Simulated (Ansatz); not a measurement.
Sn, as given below.

```cif
data_structure
_symmetry_space_group_name_H-M 'Pm-3n'
_symmetry_Int_Tables_number 223
_cell_length_a 6.1938
_cell_length_b 6.1938
_cell_length_c 6.1938
_cell_angle_alpha 90.000
_cell_angle_beta 90.000
_cell_angle_gamma 90.000
_cell_volume 237.61
loop_
_atom_site_label
_atom_site_type_symbol
_atom_site_symmetry_multiplicity
_atom_site_Wyckoff_symbol
_atom_site_fract_x
_atom_site_fract_y
_atom_site_fract_z
_atom_site_occupancy
Sn1 Sn 2 a 0.00000 0.00000 0.00000 1
Sn2 Sn 6 c 0.25000 0.00000 0.50000 1
```

It is based on the end point of a relaxation with DFT, RPBE, plane waves (420 eV) with PAW, scalar-relativistic (Ansatz); the starting structure was generated, so it need not be a known form of this composition.

> Predict the first 2 clear peaks of the neutron G(r) with σ = 0.10 Å, and name the atom pairs.

1. 3.10 Å: Sn–Sn at 3.10 Å
2. 3.46 Å: Sn–Sn at 3.46 Å

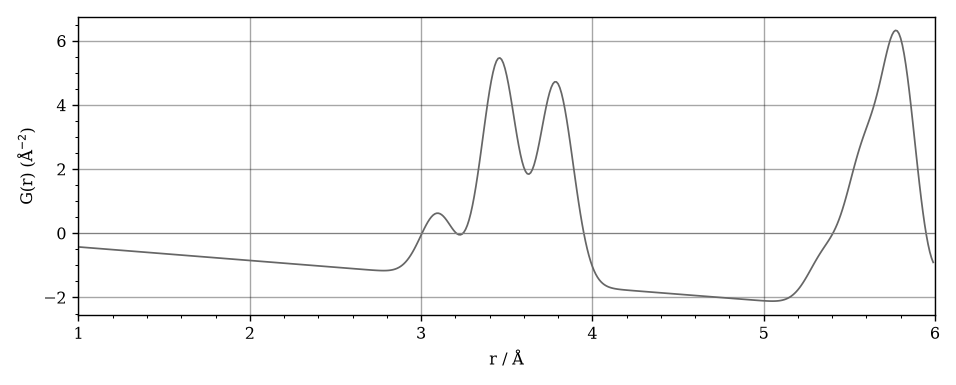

The curve is a calculated neutron PDF: distances of the static structure, each pair weighted by the product of the tabulated coherent neutron scattering lengths (natural isotope mix where the element has one), broadened by Gaussians with σ = 0.10 Å, damped by exp(−(Q_damp r)²/2) with Q_damp = 0.020 Å⁻¹. No termination ripples are included.
